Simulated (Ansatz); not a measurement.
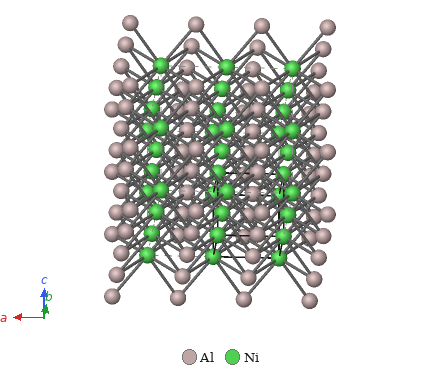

System AlNi (space group Pm-3m, No. 221); source of the atomic positions: coordinates from a relaxation with DFT PBEsol, scalar-relativistic, plane waves, PAW in Ansatz 0.2.0.

Bonds are taken as Al–Ni below 2.8 Å. Atoms with one bond or none are removed and atoms with two bonds are replaced by edges, until no such atom is left.

Q: What kind of net remains, and which atoms are its nodes?

A: A uninodal 8-connected, three-periodic net: Al and Ni are 8-connected nodes.

Q: Name the underlying net.

A: It is the bcu net, known from CsCl and the body-centred cubic metals.

Q: Is the net interpenetrated?

A: It is a single net, without interpenetration.

Q: Give the point symbol of each node (shortest cycle at each angle).

A: Al and Ni: 4²⁴·6⁴.
